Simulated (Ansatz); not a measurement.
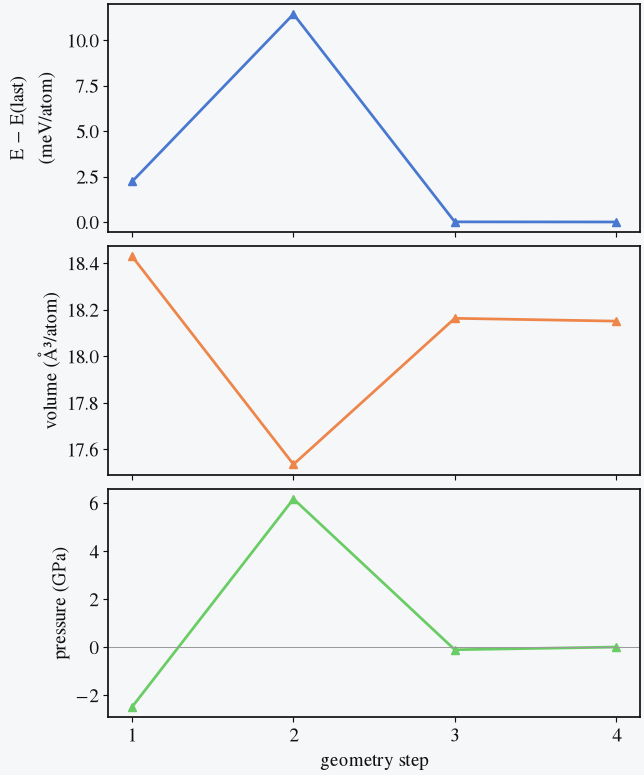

History of a geometry optimisation. Atoms and cell relax. A closing SCF on a freshly chosen basis isn't drawn.

The run: Nb (Im-3m, 1 atom in the cell), by DFT PBE, scalar-relativistic, plane waves, PAW in Ansatz 0.2.0; cutoff 420 eV, 18×18×18 k-mesh, Gaussian smearing of 0.1 eV.

**How did it end, and what did it gain?**

The optimisation met its thresholds at geometry 4, counting the start as the first. The energy fell by about 2.2 meV/atom from the first step to the last. Step 2 went uphill and was rejected by the line search. All forces vanish by symmetry, so only the cell moves.

**Was the starting cell too large or too small?**

The volume shrinks from 18.43 to 18.15 Å³ per atom (−1.5 %), overshooting to 17.54 at step 2, as the pressure goes from −2.5 GPa to about 0 GPa. The start was expanded.
